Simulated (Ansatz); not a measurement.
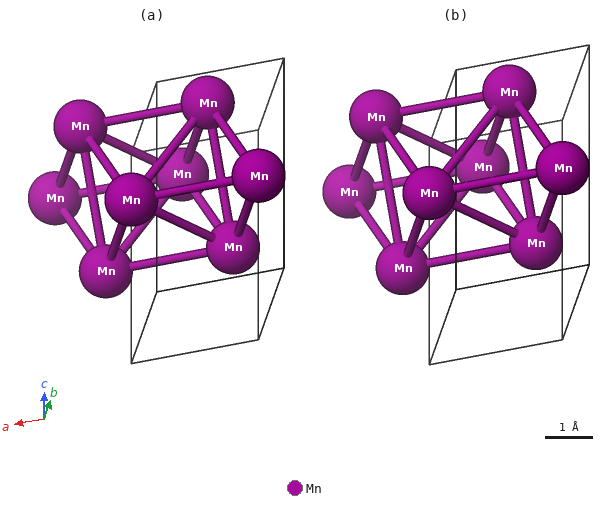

Left: a symmetric starting cell of Mn (made from another compound by putting Mn in place of Zn). Right: the same structure after one change, at the same scale. The picture is a ball-and-stick view of the cell of the calculation, repeated 2 × 2 × 1 with one cell outlined, seen from a free direction.

Level of theory: Ansatz, DFT PBE, scalar-relativistic, plane waves, PAW. (plane-wave cutoff 420 eV; k-point mesh 18 × 18 × 8; occupations gaussian; smearing width 0.1 eV; collinear spin)

> Which change leads from the left to the right?

All lengths are scaled by +4.7 % (volume +14.7 %), the atoms keeping their fractional coordinates. No relaxation follows. The starting cell wasn't computed here and needn't be at equilibrium, so pressure and forces aren't due to the change alone.

> How do the computed properties respond?

Near-neighbour distances before and after: Mn–Mn 3.156 → 3.304 Å, Mn–Mn 2.888 → 3.023 Å. The space group stays P6_3/mmc (No. 194). The pressure is −13.9 GPa (not all of it need come from the change, since the unchanged cell can be under pressure at this level too). The principal stresses (compression positive) are −18.0 GPa along c and −11.8 GPa across it. All forces vanish by symmetry.
